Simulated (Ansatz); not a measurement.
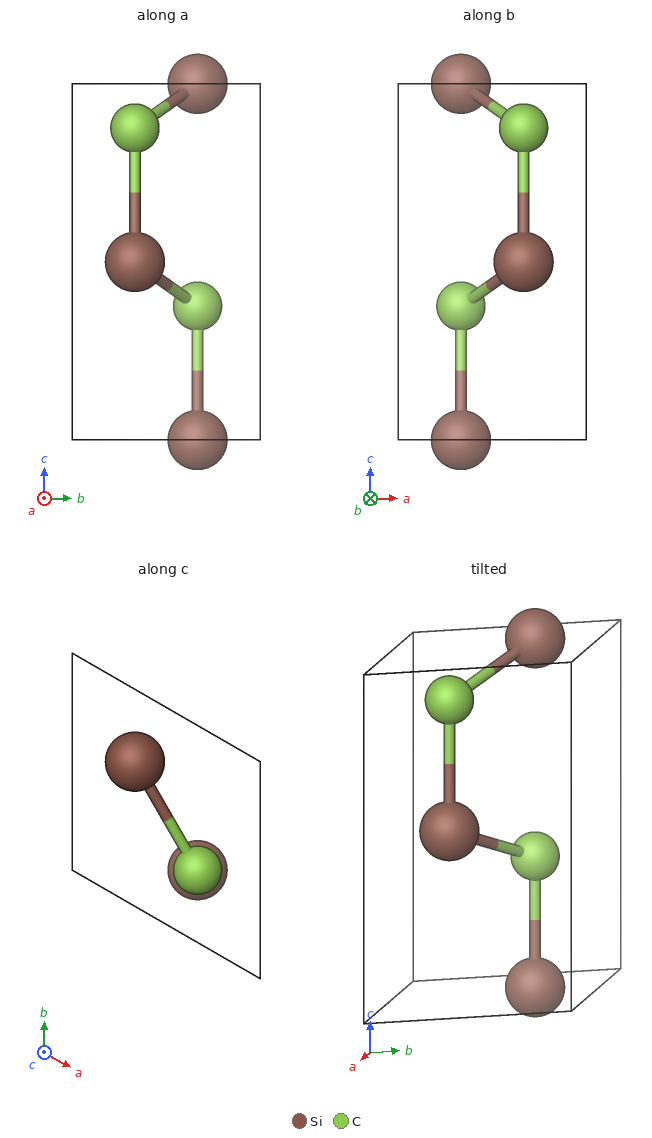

An orthographic ball-and-stick view of the structure, along the a axis, along the b axis, along the c axis and slightly off an axis. The edges of the conventional unit cell are marked.

Lattice parameters: a = 3.1061 Å, b = 3.1061 Å, c = 5.0986 Å, α = 90.000°, β = 90.000°, γ = 120.000°.

Q: Transcribe the picture into a CIF with its space group and independent sites.

A:
```cif
data_structure
_symmetry_space_group_name_H-M 'P 63 m c'
_symmetry_Int_Tables_number 186
_cell_length_a 3.1061
_cell_length_b 3.1061
_cell_length_c 5.0986
_cell_angle_alpha 90.000
_cell_angle_beta 90.000
_cell_angle_gamma 120.000
_cell_volume 42.60
loop_
_atom_site_label
_atom_site_type_symbol
_atom_site_symmetry_multiplicity
_atom_site_Wyckoff_symbol
_atom_site_fract_x
_atom_site_fract_y
_atom_site_fract_z
_atom_site_occupancy
Si1 Si 2 b 0.3333 0.6667 0.9996 1
C1 C 2 b 0.3333 0.6667 0.3754 1
```

The structure comes from a structure type filled with these elements by a generator (whether the compound takes this form wasn't checked). The cell was then strained or its atoms displaced on purpose. Ansatz was used for an electronic-structure calculation on it.
